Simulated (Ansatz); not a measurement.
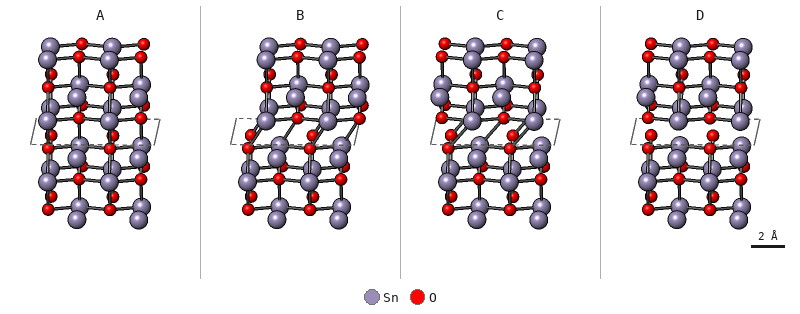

A scan of crystalline SnO (Pmmn) along one coordinate. The picture is a ball-and-stick view of the layers on both sides of the dashed plane, seen from the side, nearly along that plane.

Theory: DFT r2SCAN, scalar-relativistic, plane waves, PAW in Ansatz. (plane-wave cutoff 500 eV; k-point mesh 7 × 9 × 3; occupations gaussian; smearing width 0.03 eV; no spin polarisation). Energies (free energies at the smearing named) are counted from the relaxed crystal.

### What is being scanned?

The crystal above a cut along the (0 1 0) plane of the conventional cell (between a plane of O/Sn below and one of O/Sn above, 1.91 Å apart) is slid rigidly by fractions of an in-plane lattice vector 3.81 Å long (a generalised stacking fault). In the frames the slip is 0.00 (A), 0.30 (B), 0.40 (C), 0.50 (D). One cut stands in each cell, which starts 11.4 Å high; nothing is relaxed, and the dashed outline marks the cut. Their energies are 0 mJ/m², 2133 mJ/m², 2977 mJ/m², 3273 mJ/m².

Limits of the set-up: layers or molecules are held without a dispersion correction, so their spacing is unreliable.
